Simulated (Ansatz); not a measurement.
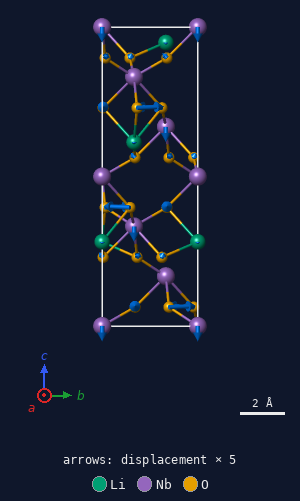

This is a relaxation of crystalline LiNb$_{2}$O$_{6}$ (set up in R3). The starting structure is drawn; blue arrows show the displacements (the part carried along by the change of the cell is left out), magnified 5 times.

The picture is a ball-and-stick view of the conventional cell (3 times the calculation's cell), seen along the a axis. Lengths and directions refer to the drawn axes.

Case: 1 of 2 Li taken out, relaxed.

The calculation used Ansatz 0.2.0, DFT PBE+D3(BJ), scalar-relativistic, plane waves, PAW.

Input
```yaml
crystal:
  lattice:
    - [2.5660866412, 1.481530813, 4.6290640286]
    - [-2.5660866412, 1.481530813, 4.6290640286]
    - [0.0, -2.9630616261, 4.6290640286]
  atoms:
    - { symbol: Li, position: [0.2817721754, 0.2817721754, 0.2817721754] }
    - { symbol: Nb, position: [7.15063e-05, 7.15063e-05, 7.15063e-05] }
    - { symbol: Nb, position: [0.5000715063, 0.5000715063, 0.5000715063] }
    - { symbol: O, position: [0.1057520062, 0.3646878709, 0.7195314413] }
    - { symbol: O, position: [0.7195314413, 0.1057520062, 0.3646878709] }
    - { symbol: O, position: [0.3646878709, 0.7195314413, 0.1057520062] }
    - { symbol: O, position: [0.2195314413, 0.8646878709, 0.6057520062] }
    - { symbol: O, position: [0.8646878709, 0.6057520062, 0.2195314413] }
    - { symbol: O, position: [0.6057520062, 0.2195314413, 0.8646878709] }
basis:
  ecutwfc: 420
kpoints:
  mp_grid: { grid: [6, 6, 6] }
hamiltonian:
  xc: pbe
  dispersion: d3bj
scf:
  occupations: { method: gaussian, width: 0.1 }
output:
  forces: true
  stress: true
  eigenvalues: true
relax:
  adjacent_minimum: "off"
  f_tol: 0.025
  max_steps: 70
  cell: { stress_tol: 0.12 }
```

Command:
```bash
ansatz run input.yaml --threads 2 --pin off --max-ram 5120MiB --backend cpu --events-out ev --progress --plain --runs-dir out
```

**What did the optimiser do to the structure, and how much energy did it gain?**

The largest moves relative to the cell, 0.29 Å, are those of O4, O5 and O6. O6 goes along [−1 −1 0]. By element the largest moves are O 0.29 Å, Nb 0.14 Å, Li 0.02 Å. Cell: a = b 5.132 → 5.222 Å (+1.7 %), c 13.887 → 13.959 Å (+0.5 %). Volume +4.0 %. Near-neighbour distances that change, for instance: Nb2–O7 2.136 → 2.068 Å, Nb3–O4 2.136 → 2.078 Å, Nb2–O4 1.884 → 1.908 Å, Nb3–O7 1.884 → 1.903 Å. Among the angles between lasting bonds that change: Nb2–O5–Nb3 138.5° → 155.2°, O4–Nb3–O7 88.4° → 96.3°, O7–Nb2–O8 79.7° → 87.0°. The space group stays R3 (No. 146). Over 8 accepted moves (11 points after the start) the energy falls by 29.4 meV per atom. Largest force component: 0.57 eV/Å at the start, 0.016 eV/Å at the end. The pressure goes from −1.12 to 0.01 GPa. The line search rejected the trial step at point 3 of the run. The SCF was repeated twice at an unchanged geometry on a basis and grid sized afresh for the cell, which shifted the energy by 2.2 meV per atom at most.

Limits of the set-up: an odd number of electrons was run without spin polarisation, which fails if the electron would localise.
